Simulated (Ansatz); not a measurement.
## Geometry relaxation of IrO (part 1 of 2)

System: IrO (F-43m, 2 atoms in the cell).
Method: DFT PBE, scalar-relativistic, plane waves, PAW, no spin polarisation (Ansatz 0.2.0).

The structure was built on a prototype by a generator; it need not be a known phase. Figures and captions count atoms from 1; the log counts them from 0 in places.

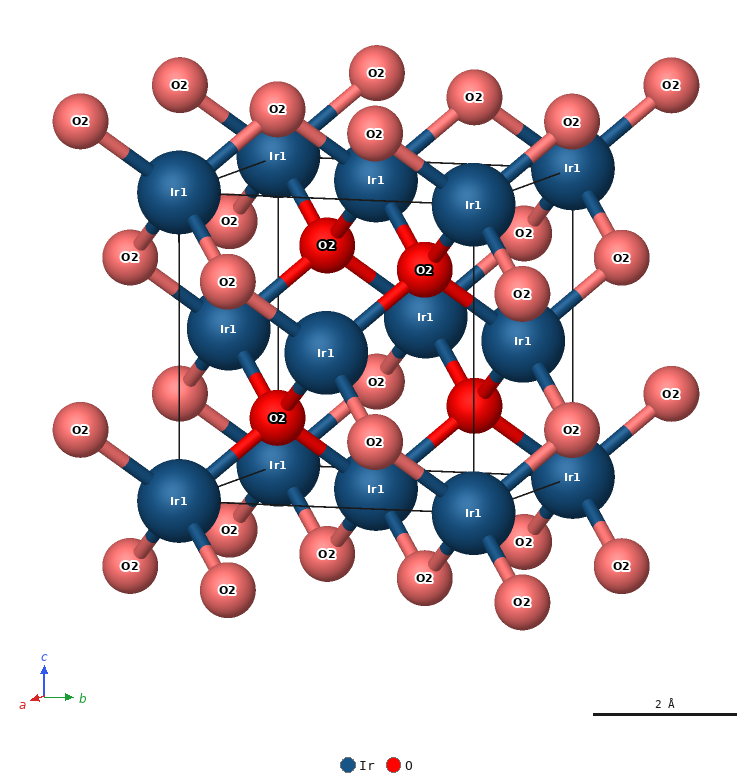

Figure 1. The input geometry (ball-and-stick view of the cell 4 times as large as that of the calculation, set on its symmetry axes, seen slightly off an axis; neighbours outside the cell are drawn fainter; atoms are numbered from 1 in the order of the input). An atom can appear more than once, as a periodic image. Near neighbours in the periodic cell (some may lie outside the picture): Ir has 4 O at 1.89 Å; O has 4 Ir at 1.89 Å.

### Results in brief

| quantity | value |
| --- | --- |
| outcome | converged |
| space group (tolerance 0.01 Å) | F-43m (216) |
| electrons treated | 23 |
| free energy | −12498.8830 eV |
| Fermi energy | 15.332 eV |
| gap on the k-point mesh | none (metallic) |
| pressure | 0.03 GPa |
| final volume | 27.12 Å³ |
| largest force (length of the vector) at the end | under 0.001 eV/Å |
| final cell | a = 3.373 Å, b = 3.373 Å, c = 3.373 Å, α = 60.00°, β = 60.00°, γ = 60.00° |
| hardware | 1 thread of Intel Xeon @ 2.50GHz (Skylake/Cascade Lake), 189 GiB of memory available, shared host |
| wall time | 27 s |
| peak memory | 0.33 GiB |

### Remarks

Spin–orbit coupling is left out, which matters for Ir. The cell holds an odd number of electrons but the run has no spin polarisation, so a band is left half filled.

### Input
```yaml
crystal:
  lattice:
    - [0.0, 2.1784500668, 2.1784500668]
    - [2.1784500668, 0.0, 2.1784500668]
    - [2.1784500668, 2.1784500668, 0.0]
  atoms:
    - { symbol: Ir, position: [0.0, 0.0, 0.0] }
    - { symbol: O, position: [0.25, 0.25, 0.25] }
basis:
  ecutwfc: 420
kpoints:
  mp_grid: { grid: [8, 8, 8] }
hamiltonian:
  xc: pbe
scf:
  occupations: { method: gaussian, width: 0.1 }
output:
  forces: true
  stress: true
  eigenvalues: true
relax:
  adjacent_minimum: "off"
  f_tol: 0.05
  max_steps: 80
  cell: { stress_tol: 0.5 }
```

Command:
```bash
ansatz run input.yaml --threads 1 --pin off --max-ram 2560MiB --backend cpu --events-out ev --progress --plain --runs-dir out
```

### Log
```
Engine: ansatz 0.2.0, x86_64-unknown-linux-gnu
Pseudopotentials: kind: paw
Pseudopotential: Ir, paw, valence charge 17, recommended cutoff 420 eV (normal), Ir.paw.azcp
Pseudopotential: O, paw, valence charge 6, recommended cutoff 420 eV (normal), O.paw.azcp
Functional definition: PBE
  parameter kappa = 0.804
  parameter beta = 0.06672455060314922
  exchange = pbe_x(kappa = kappa, mu = beta*pi^2/3)
  correlation = pbe_c(beta = beta)
Crystal: 2 atoms, lattice volume = 20.676 Å³
Basis set: ecut = 420 eV, 411 PW (Γ), exchange–correlation on 48×48×48 points (8 copies of the dense FFT grid, shifted against one another)
Bands: 16, of which v1, the nominal top of the filled ones, is band 12 counted from 1 (11 counted from 0)
Symmetry: 24 space group operations
Space group: F-43m (ITA 216), of the structure as read, at distance tolerance 2.7e-5 Å
k-points: 29 of 512 (time reversal used)
Non-local potential: Ir, projectors of the file, l = 0: 3, l = 1: 2, l = 2: 2, l = 3: 1
Non-local potential: O, projectors of the file, l = 0: 2, l = 1: 2, l = 2: 1
PAW form: soft (Blöchl's): semilocal exchange-correlation on the pseudo side does not see the compensation charge
PAW one-centre angular grid: Ir, 590 points (default); XC on 64 Gauss nodes
PAW one-centre angular grid: O, 110 points (default); XC on 64 Gauss nodes
Initial density: superposition of atomic densities (neutral atoms: chi_scale 0, normalization atom), corrected by the library's trained network
Initial wavefunctions: pseudopotential atomic-orbital guess
Functional: x = pbe(κ = 0.804, μ = 0.2195149727645171), c = pbe(β = 0.06672455060314922)
SCF iter   1: F=—  HF=-12497.433377 eV  |F-HF|=—  |Δ(HF+E_count)|=         —  Δρ=2.61e-2  dr2=1.70e-1  ethr=1.77e-3  ⟨swp⟩=4.9  Hψ=2155  notcnv=0
preconditioner: auto → none  [metal: Δε(μ)=0.024 eV  Ē_g=14.745 eV  σ=0.100 eV  W_gap=0.14  n_scr=8 (ndim 8)  ℏωp=31.6 eV  f_vac=0.008  D(μ)=2.71/eV (n_scr^D=50)  sad-step TF]
SCF iter   2: F=—  HF=-12497.414649 eV  |F-HF|=—  |Δ(HF+E_count)|=   1.87e-2  Δρ=1.79e-2  dr2=8.21e-2  ethr=7.40e-4  ⟨swp⟩=1.8  Hψ=724  notcnv=0
SCF iter   3: F=—  HF=-12497.398957 eV  |F-HF|=—  |Δ(HF+E_count)|=   1.57e-2  Δρ=1.70e-3  dr2=4.87e-4  ethr=3.57e-4  ⟨swp⟩=2.1  Hψ=671  notcnv=0  defer=1
SCF iter   4: F=—  HF=-12497.398890 eV  |F-HF|=—  |Δ(HF+E_count)|=   6.64e-5  Δρ=3.02e-4  dr2=9.91e-6  ethr=2.12e-6  ⟨swp⟩=2.1  Hψ=656  notcnv=0  defer=1
SCF iter   5: F=—  HF=-12497.398913 eV  |F-HF|=—  |Δ(HF+E_count)|=   2.28e-5  Δρ=4.41e-5  dr2=1.07e-7  ethr=4.31e-8  ⟨swp⟩=2.1  Hψ=688  notcnv=0  defer=1
SCF iter   6: F=-12497.398913 eV  HF=-12497.398913 eV  |F-HF|=1.04e-9  |Δ(HF+E_count)|=   8.87e-8  Δρ=4.62e-6  dr2=1.33e-9  ethr=4.35e-10  ⟨swp⟩=6.0  Hψ=2010  notcnv=0
SCF 1 converged in 6 iterations: F = -12497.398913 eV  dr2 = 1.33e-9
  greatest PAW one-centre occupation: 1.001 electrons in one spin orbital (limit 2), on the Ir atom at site 0 (counted from 0), in its partial waves of l = 1
relax step   1: F+E_penalty+E_count = -12497.39891325 eV  Δ(F+E_penalty+E_count) = +0.000e0 eV  max|allowed force component| = 4.626e-16 eV/Å  Δτ_max = 0.0000 Å  P = +95.698 GPa  Ω = 20.676 Å³  (6 SCF iters, dr2 threshold 1.00e-7 eV, accepted)
Crystal: 2 atoms, lattice volume = 23.850 Å³
Basis set: ecut = 420 eV, 459 PW (Γ), exchange–correlation on 48×48×48 points (8 copies of the dense FFT grid, shifted against one another)
Initial density: handed on by an earlier stage of this run
Initial wavefunctions: those handed on with the density
iter 1 solved again at ethr=4.00e-4 eV; its pass at ethr=3.10e-3 eV (dr2=9.21e-2 eV) is discarded
SCF iter   1: F=—  HF=-12498.587302 eV  |F-HF|=—  |Δ(HF+E_count)|=         —  Δρ=2.42e-2  dr2=9.21e-2  ethr=4.00e-4  ⟨swp⟩=1.0  Hψ=2764  notcnv=0
preconditioner: auto → none  [metal: Δε(μ)=0.013 eV  Ē_g=13.136 eV  σ=0.100 eV  W_gap=0.07  n_scr=8 (ndim 8)  ℏωp=29.4 eV  f_vac=0.004  D(μ)=1.93/eV (n_scr^D=14)]
SCF iter   2: F=—  HF=-12498.570667 eV  |F-HF|=—  |Δ(HF+E_count)|=   1.66e-2  Δρ=8.70e-3  dr2=1.37e-2  ethr=4.00e-4  ⟨swp⟩=2.0  Hψ=615  notcnv=0
SCF iter   3: F=—  HF=-12498.569149 eV  |F-HF|=—  |Δ(HF+E_count)|=   1.52e-3  Δρ=1.08e-3  dr2=1.47e-4  ethr=5.95e-5  ⟨swp⟩=2.4  Hψ=646  notcnv=0
SCF iter   4: F=—  HF=-12498.569220 eV  |F-HF|=—  |Δ(HF+E_count)|=   7.13e-5  Δρ=2.46e-4  dr2=7.53e-6  ethr=6.38e-7  ⟨swp⟩=2.2  Hψ=634  notcnv=0
iter 5 did not close the SCF: its close was put off for the readings that it lacked (scf_convergence_deferred on its scf_iter line)
SCF iter   5: F=-12498.569223 eV  HF=-12498.569223 eV  |F-HF|=4.42e-9  |Δ(HF+E_count)|=   2.25e-6  Δρ=1.70e-5  dr2=2.32e-8  ethr=3.27e-8  ⟨swp⟩=2.3  Hψ=641  notcnv=0
SCF iter   6: F=-12498.569223 eV  HF=-12498.569223 eV  |F-HF|=7.02e-10  |Δ(HF+E_count)|=   1.19e-8  Δρ=2.97e-6  dr2=1.10e-9  ethr=1.01e-10  ⟨swp⟩=1.7  Hψ=1513  notcnv=0
SCF 2 converged in 6 iterations: F = -12498.569223 eV  dr2 = 1.10e-9
  greatest PAW one-centre occupation: 1.000 electrons in one spin orbital (limit 2), on the Ir atom at site 0 (counted from 0), in its partial waves of l = 0
relax step   2: F+E_penalty+E_count = -12498.56922258 eV  Δ(F+E_penalty+E_count) = -1.170e0 eV  max|allowed force component| = 3.701e-16 eV/Å  Δτ_max = 0.0000 Å  P = +30.806 GPa  Ω = 23.850 Å³  energy of the carried Pulay correction = -1.063e-2 eV  (6 SCF iters, dr2 threshold 2.00e-7 eV, accepted)
Crystal: 2 atoms, lattice volume = 25.720 Å³
Basis set: ecut = 420 eV, 531 PW (Γ), exchange–correlation on 48×48×48 points (8 copies of the dense FFT grid, shifted against one another)
iter 1 solved again at ethr=4.91e-5 eV; its pass at ethr=3.10e-3 eV (dr2=1.13e-2 eV) is discarded
SCF iter   1: F=—  HF=-12498.783813 eV  |F-HF|=—  |Δ(HF+E_count)|=         —  Δρ=8.74e-3  dr2=1.13e-2  ethr=4.91e-5  ⟨swp⟩=1.0  Hψ=2728  notcnv=0
preconditioner: auto → none  [metal: Δε(μ)=0.168 eV  Ē_g=12.442 eV  σ=0.100 eV  W_gap=0.49  n_scr=8 (ndim 8)  ℏωp=28.4 eV  f_vac=0.006  D(μ)=2.00/eV (n_scr^D=14)]
SCF iter   2: F=—  HF=-12498.781975 eV  |F-HF|=—  |Δ(HF+E_count)|=   1.84e-3  Δρ=3.20e-3  dr2=1.62e-3  ethr=4.90e-5  ⟨swp⟩=2.0  Hψ=590  notcnv=0
SCF iter   3: F=—  HF=-12498.781968 eV  |F-HF|=—  |Δ(HF+E_count)|=   7.82e-6  Δρ=4.20e-4  dr2=2.31e-5  ethr=7.03e-6  ⟨swp⟩=2.3  Hψ=614  notcnv=0
SCF iter   4: F=—  HF=-12498.782001 eV  |F-HF|=—  |Δ(HF+E_count)|=   3.39e-5  Δρ=1.03e-4  dr2=1.19e-6  ethr=1.00e-7  ⟨swp⟩=2.4  Hψ=635  notcnv=0
iter 5 did not close the SCF: its close was put off for the readings that it lacked (scf_convergence_deferred on its scf_iter line)
SCF iter   5: F=-12498.782002 eV  HF=-12498.782002 eV  |F-HF|=1.10e-9  |Δ(HF+E_count)|=   7.54e-7  Δρ=7.41e-6  dr2=7.36e-9  ethr=5.19e-9  ⟨swp⟩=2.3  Hψ=627  notcnv=0
SCF iter   6: F=-12498.782002 eV  HF=-12498.782002 eV  |F-HF|=1.06e-10  |Δ(HF+E_count)|=   2.07e-9  Δρ=9.65e-7  dr2=1.53e-10  ethr=3.20e-11  ⟨swp⟩=1.8  Hψ=1416  notcnv=0
SCF 3 converged in 6 iterations: F = -12498.782002 eV  dr2 = 1.53e-10
relax step   3: F+E_penalty+E_count = -12498.78200222 eV  Δ(F+E_penalty+E_count) = -2.128e-1 eV  max|allowed force component| = 3.331e-16 eV/Å  Δτ_max = 0.0000 Å  P = +7.976 GPa  Ω = 25.720 Å³  energy of the carried Pulay correction = -1.621e-2 eV  (6 SCF iters, dr2 threshold 2.00e-7 eV, accepted)
Crystal: 2 atoms, lattice volume = 26.444 Å³
iter 1 solved again at ethr=4.73e-6 eV; its pass at ethr=3.10e-3 eV (dr2=1.09e-3 eV) is discarded
SCF iter   1: F=—  HF=-12498.800142 eV  |F-HF|=—  |Δ(HF+E_count)|=         —  Δρ=2.78e-3  dr2=1.06e-3  ethr=4.73e-6  ⟨swp⟩=1.7  Hψ=2633  notcnv=0
preconditioner: auto → none  [insulator: Δε(μ)=0.184 eV  Ē_g=12.193 eV  σ=0.100 eV  W_gap=0.52  n_scr=14 (ndim 8)  ℏωp=28.0 eV  f_vac=0.006  D(μ)=2.06/eV (n_scr^D=14)  ε∞_Penn≈6.3]
SCF iter   2: F=—  HF=-12498.799993 eV  |F-HF|=—  |Δ(HF+E_count)|=   1.50e-4  Δρ=1.05e-3  dr2=1.55e-4  ethr=4.62e-6  ⟨swp⟩=2.0  Hψ=584  notcnv=0
SCF iter   3: F=—  HF=-12498.800021 eV  |F-HF|=—  |Δ(HF+E_count)|=   2.83e-5  Δρ=1.35e-4  dr2=2.26e-6  ethr=6.75e-7  ⟨swp⟩=2.0  Hψ=598  notcnv=0
iter 4 did not close the SCF: its close was put off for the readings that it lacked (scf_convergence_deferred on its scf_iter line)
SCF iter   4: F=-12498.800023 eV  HF=-12498.800023 eV  |F-HF|=5.93e-8  |Δ(HF+E_count)|=   1.63e-6  Δρ=3.32e-5  dr2=1.28e-7  ethr=9.84e-9  ⟨swp⟩=2.3  Hψ=627  notcnv=0
iter 5 did not close the SCF: its close was put off for the readings that it lacked (scf_convergence_deferred on its scf_iter line)
SCF iter   5: F=-12498.800023 eV  HF=-12498.800023 eV  |F-HF|=2.89e-10  |Δ(HF+E_count)|=   8.80e-8  Δρ=2.71e-6  dr2=1.13e-9  ethr=5.56e-10  ⟨swp⟩=2.3  Hψ=632  notcnv=0
SCF iter   6: F=-12498.800023 eV  HF=-12498.800023 eV  |F-HF|=3.64e-12  |Δ(HF+E_count)|=  8.00e-11  Δρ=2.74e-7  dr2=1.09e-11  ethr=4.92e-12  ⟨swp⟩=1.0  Hψ=1290  notcnv=0
SCF 4 converged in 6 iterations: F = -12498.800023 eV  dr2 = 1.09e-11
relax step   4: F+E_penalty+E_count = -12498.80002265 eV  Δ(F+E_penalty+E_count) = -1.802e-2 eV  max|allowed force component| = 4.302e-16 eV/Å  Δτ_max = 0.0000 Å  P = +1.052 GPa  Ω = 26.444 Å³  energy of the carried Pulay correction = -1.826e-2 eV  (6 SCF iters, dr2 threshold 2.00e-7 eV, accepted)
Crystal: 2 atoms, lattice volume = 26.562 Å³
iter 1 solved again at ethr=1.14e-7 eV; its pass at ethr=3.10e-3 eV (dr2=2.61e-5 eV) is discarded
SCF iter   1: F=—  HF=-12498.800069 eV  |F-HF|=—  |Δ(HF+E_count)|=         —  Δρ=4.28e-4  dr2=2.44e-5  ethr=1.14e-7  ⟨swp⟩=2.0  Hψ=2549  notcnv=0
preconditioner: auto → none  [insulator: Δε(μ)=0.186 eV  Ē_g=12.155 eV  σ=0.100 eV  W_gap=0.53  n_scr=14 (ndim 8)  ℏωp=27.9 eV  f_vac=0.004  D(μ)=2.07/eV (n_scr^D=26)  ε∞_Penn≈6.3]
SCF iter   2: F=—  HF=-12498.800082 eV  |F-HF|=—  |Δ(HF+E_count)|=   1.26e-5  Δρ=1.60e-4  dr2=3.42e-6  ethr=1.06e-7  ⟨swp⟩=2.0  Hψ=583  notcnv=0
iter 3 did not close the SCF: its close was put off for the readings that it lacked (scf_convergence_deferred on its scf_iter line)
SCF iter   3: F=-12498.800082 eV  HF=-12498.800082 eV  |F-HF|=2.82e-8  |Δ(HF+E_count)|=   3.16e-7  Δρ=2.18e-5  dr2=6.13e-8  ethr=1.49e-8  ⟨swp⟩=2.0  Hψ=592  notcnv=0
iter 4 did not close the SCF: its close was put off for the readings that it lacked (scf_convergence_deferred on its scf_iter line)
SCF iter   4: F=-12498.800082 eV  HF=-12498.800082 eV  |F-HF|=8.89e-10  |Δ(HF+E_count)|=   3.79e-8  Δρ=4.98e-6  dr2=3.02e-9  ethr=2.66e-10  ⟨swp⟩=3.0  Hψ=761  notcnv=0
iter 5 did not close the SCF: its close was put off for the readings that it lacked (scf_convergence_deferred on its scf_iter line)
SCF iter   5: F=-12498.800082 eV  HF=-12498.800082 eV  |F-HF|=1.09e-11  |Δ(HF+E_count)|=   1.67e-9  Δρ=4.84e-7  dr2=3.04e-11  ethr=1.31e-11  ⟨swp⟩=2.4  Hψ=665  notcnv=0
SCF iter   6: F=-12498.800082 eV  HF=-12498.800082 eV  |F-HF|=7.28e-12  |Δ(HF+E_count)|=  3.64e-12  Δρ=3.08e-8  dr2=1.97e-13  ethr=1.00e-12  ⟨swp⟩=1.0  Hψ=1045  notcnv=0
SCF 5 converged in 6 iterations: F = -12498.800082 eV  dr2 = 1.97e-13
relax step   5: F+E_penalty+E_count = -12498.80008241 eV  Δ(F+E_penalty+E_count) = -5.976e-5 eV  max|allowed force component| = 3.053e-16 eV/Å  Δτ_max = 0.0000 Å  P = +0.004 GPa  Ω = 26.562 Å³  energy of the carried Pulay correction = -1.859e-2 eV  (6 SCF iters, dr2 threshold 2.00e-7 eV, accepted)
Initial wavefunctions: pseudopotential atomic-orbital guess (no wavefunctions were taken with the density)
iter 1 solved again at ethr=4.76e-6 eV; its pass at ethr=3.10e-3 eV (dr2=1.09e-3 eV) is discarded
SCF iter   1: F=—  HF=-12498.874285 eV  |F-HF|=—  |Δ(HF+E_count)|=         —  Δρ=4.18e-3  dr2=9.67e-4  ethr=4.76e-6  ⟨swp⟩=2.0  Hψ=2953  notcnv=0
preconditioner: auto → none  [insulator: Δε(μ)=0.183 eV  Ē_g=12.155 eV  σ=0.100 eV  W_gap=0.52  n_scr=14 (ndim 8)  ℏωp=27.9 eV  f_vac=0.004  D(μ)=2.07/eV (n_scr^D=26)  ε∞_Penn≈6.3]
SCF iter   2: F=—  HF=-12498.875580 eV  |F-HF|=—  |Δ(HF+E_count)|=   1.30e-3  Δρ=1.76e-3  dr2=1.21e-4  ethr=4.20e-6  ⟨swp⟩=2.0  Hψ=583  notcnv=0
SCF iter   3: F=—  HF=-12498.876083 eV  |F-HF|=—  |Δ(HF+E_count)|=   5.02e-4  Δρ=3.15e-4  dr2=5.67e-6  ethr=5.26e-7  ⟨swp⟩=2.0  Hψ=597  notcnv=0
SCF iter   4: F=—  HF=-12498.876117 eV  |F-HF|=—  |Δ(HF+E_count)|=   3.38e-5  Δρ=6.75e-5  dr2=3.91e-7  ethr=2.46e-8  ⟨swp⟩=2.0  Hψ=750  notcnv=0
SCF iter   5: F=—  HF=-12498.876115 eV  |F-HF|=—  |Δ(HF+E_count)|=   1.72e-6  Δρ=5.77e-6  dr2=2.74e-9  ethr=1.70e-9  ⟨swp⟩=2.1  Hψ=667  notcnv=0
SCF iter   6: F=-12498.876115 eV  HF=-12498.876115 eV  |F-HF|=1.40e-10  |Δ(HF+E_count)|=   1.86e-9  Δρ=8.84e-7  dr2=1.71e-10  ethr=8.70e-12  ⟨swp⟩=4.0  Hψ=1453  notcnv=0
SCF 6 converged in 6 iterations: F = -12498.876115 eV  dr2 = 1.71e-10
relax step   6: F+E_penalty+E_count = -12498.87611505 eV  Δ(F+E_penalty+E_count) = -7.603e-2 eV  max|allowed force component| = 2.498e-16 eV/Å  Δτ_max = 0.0000 Å  P = +4.050 GPa  Ω = 26.562 Å³  stress off target by 4.05e0 GPa  SCF on the basis re-selected at this cell (its energy is not comparable with the rows above)  (6 SCF iters)
basis re-selected at this cell: Δ(F+E_penalty+E_count) = -7.603e-2 eV, ΔP = +4.047 GPa vs the last step (what re-selecting the basis moved, of the pressure what is left beyond the Pulay correction that the steps carried, after the strain that the cell walked since its last selection, with what the two solves' SCF thresholds leave and, on support functions, any second-order correction that the steps lacked; it is no measure of the basis error at this ecutwfc). This SCF's stress stands 4.05e0 GPa from its target on what of the cell is left free (relax.cell.stress_tol is 5.00e-1 GPa) and its largest allowed force component is 2.50e-16 eV/Å (relax.f_tol is 5.00e-2 eV/Å): not within both, so this SCF does not close the relaxation
Crystal: 2 atoms, lattice volume = 27.033 Å³
iter 1 solved again at ethr=1.25e-6 eV; its pass at ethr=3.10e-3 eV (dr2=2.88e-4 eV) is discarded
```
